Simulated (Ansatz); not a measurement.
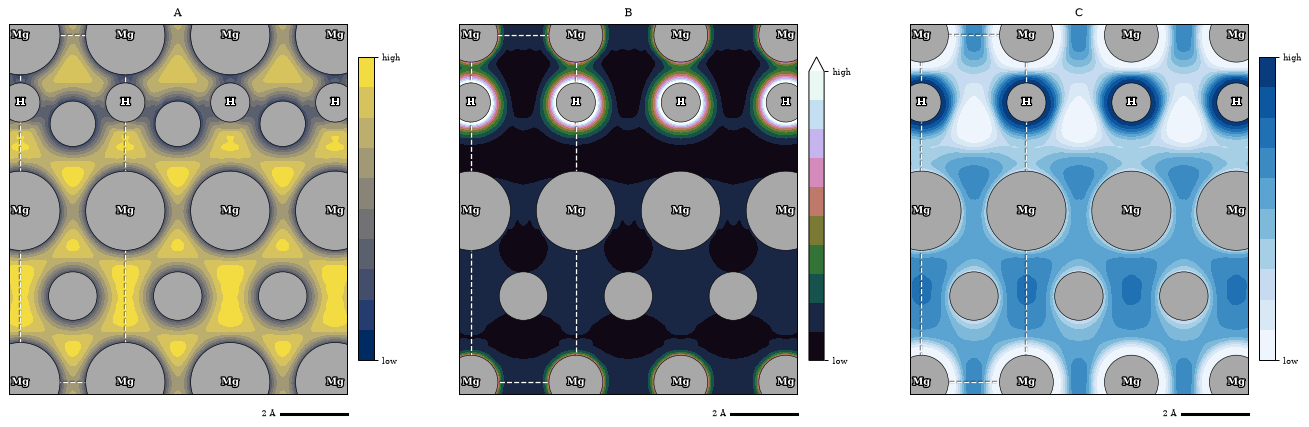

Mg8H: 3 fields on the (100) plane of the conventional cell, with unlabelled colour scales. Grey discs cover the atomic cores.

Space group Pm; a structure from a database of computed crystals, not necessarily the ambient phase; computed without spin polarisation.

These are results of Ansatz 0.2.0, DFT r2SCAN, scalar-relativistic, plane waves, PAW, not measurements.

Match the panels to the quantities (electron localisation function, electrostatic potential energy of an electron and valence pseudo-density).

Panel A: electrostatic potential energy of an electron (low next to the atoms, rising into the space between them). Panel B: valence pseudo-density. Panel C: electron localisation function. From the grid: Mg–H (2.03 Å): ρ at the midpoint is about 0.16 e/Å³; the ELF climbs to about 1 towards the hydrogen.
